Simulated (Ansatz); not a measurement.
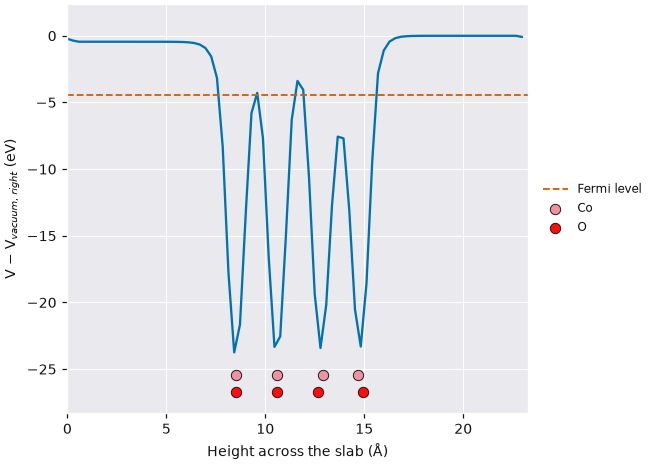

Plane-averaged electrostatic potential energy of an electron across the slab; circles at the bottom mark the heights of the atoms (positions after relaxation).

The Ansatz input:

```
crystal:
  lattice:
    - [2.9464519542, 0.0, 0.0]
    - [0.0, 2.9464519542, 0.0]
    - [0.0, 0.0, 23.2503684717]
  atoms:
    - { symbol: Co, position: [0.5, 0.5, 0.365585604], spin: 2.57 }
    - { symbol: O, position: [0.0, 0.0, 0.365585604], spin: 0.32 }
    - { symbol: Co, position: [0.0, 0.0, 0.4551952013], spin: 2.57 }
    - { symbol: O, position: [0.5, 0.5, 0.4551952013], spin: 0.32 }
    - { symbol: Co, position: [0.5, 0.5, 0.5448047987], spin: 2.57 }
    - { symbol: O, position: [0.0, 0.0, 0.5448047987], spin: 0.32 }
    - { symbol: Co, position: [0.0, 0.0, 0.634414396], spin: 2.57 }
    - { symbol: O, position: [0.5, 0.5, 0.634414396], spin: 0.32 }
basis:
  ecutwfc: 420
kpoints:
  mp_grid: { grid: [10, 10, 1] }
hamiltonian:
  xc: pbesol
scf:
  occupations: { method: gaussian, width: 0.1 }
output:
  forces: true
  eigenvalues: true
  populations: true
  write_density: true
  write_potential: true
  elf: true
  volumetric_format: npy
magnetization:
  spin_polarized: true
relax:
  adjacent_minimum: "off"
  f_tol: 0.03
  max_steps: 70
  constraints: [{ sites: [0, 1, 2, 3] }]
efield:
  axis: 3
  dipole_correction: true
  ramp_width: 0.04
```

Run as:
```bash
ansatz run input.yaml --threads 2 --pin off --max-ram 5120MiB --backend cpu --events-out ev --progress --plain --runs-dir out
```

> What is the work function?

The work function is 4.40 eV at the right face and 3.96 eV at the left.

> Do the two faces differ, and what does that say about the slab's dipole?

The vacuum level is 0.44 eV higher at the right than at the left, so the slab carries a dipole along its normal; the ramp in the vacuum, at or near the edge of the plot, is the dipole correction that keeps each side flat. Some atoms were held fixed in the relaxation, which can itself make the faces differ.

> How thick are slab and vacuum?

The outermost atoms are 6.4 Å apart, which leaves 16.8 Å of vacuum in a cell 23.3 Å high.

The run may have settled in a state above the lowest, so this need not be the ground state.
